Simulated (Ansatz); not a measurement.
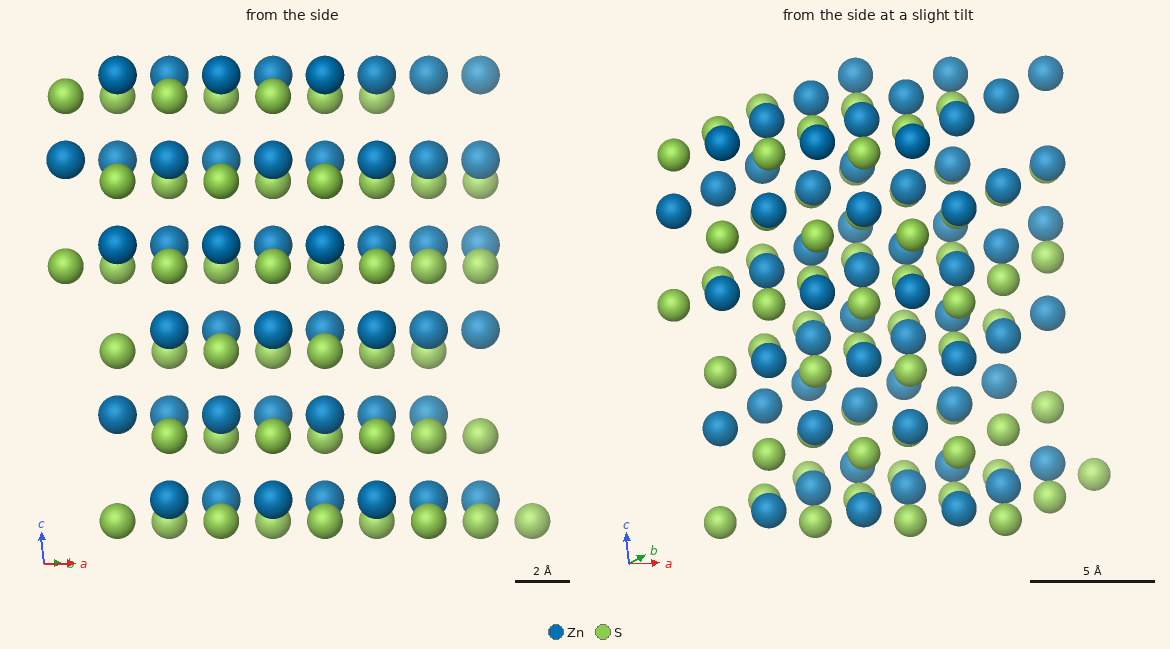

A spheres-only picture of a periodic slab, seen from the side and from the side at a slight tilt. The surface normal points up in side views; the vacuum is left out. 3×3 cells are drawn in the plane, with atoms at the edges repeated.

The cell holds 6 Zn, 6 S.

**Which species face the vacuum on either side?**

The top face ends in Zn, the bottom face in S. The faces differ, so the slab can carry a dipole.

**What is the slab's thickness, atom centre to atom centre?**

About 17 Å from the lowest to the highest atom.

**What layers make up the slab, from top to bottom?**

Twelve planes: Zn / S / Zn / S / Zn / S / Zn / S / Zn / S / Zn / S.

Starting structure: a structure listed in the Materials Project. The cell was then strained or its atoms displaced on purpose. A calculation with Ansatz used it as input.

At this level of theory the run's own cell isn't at rest (forces up to 0.8 eV/Å), so its distances can differ from those at equilibrium, the more so the softer the solid.
